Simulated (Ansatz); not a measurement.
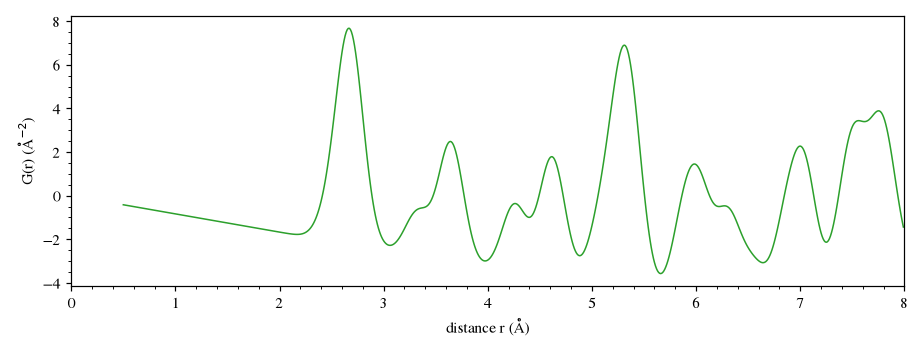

The curve is a calculated X-ray PDF: distances of the static structure, each pair weighted by the product of the atomic numbers (X-ray weights at Q = 0), broadened by Gaussians with σ = 0.12 Å. No termination ripples are included.

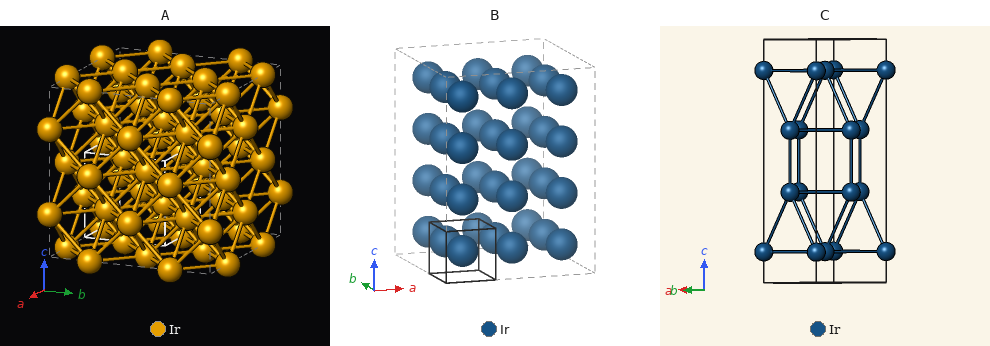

Candidate polymorphs:

A. Ir, a = 3.871 Å, b = 3.871 Å, c = 3.871 Å, α = 90.00°, β = 90.00°, γ = 90.00°, Fm-3m

B. Ir, a = 2.541 Å, b = 2.541 Å, c = 2.541 Å, α = 90.00°, β = 90.00°, γ = 90.00°, Pm-3m

C. Ir, a = 2.666 Å, b = 4.605 Å, c = 9.803 Å, α = 90.00°, β = 90.00°, γ = 90.00°, Fmmm

Origins: A, the end point of a relaxation with DFT PBE, scalar-relativistic, plane waves, PAW in Ansatz; the starting structure was generated, so it need not be a known form of this composition; B, the geometry relaxed with DFT PBEsol, scalar-relativistic, plane waves, PAW in Ansatz 0.2.0; the starting structure was generated, so it need not be a known form of this composition; C, coordinates from a relaxation with DFT r2SCAN, scalar-relativistic, plane waves, PAW in Ansatz; the starting structure was generated, so it need not be a known form of this composition.

From which structure was the curve computed?

Answer. Candidate C, Ir, Fmmm (first clear peaks at 2.67 Å (Ir–Ir) and 3.64 Å (Ir–Ir)). The others: B would give first clear peaks at 2.53 Å (Ir–Ir) and 3.59 Å (Ir–Ir); A would give first clear peaks at 2.73 Å (Ir–Ir) and 3.87 Å (Ir–Ir).
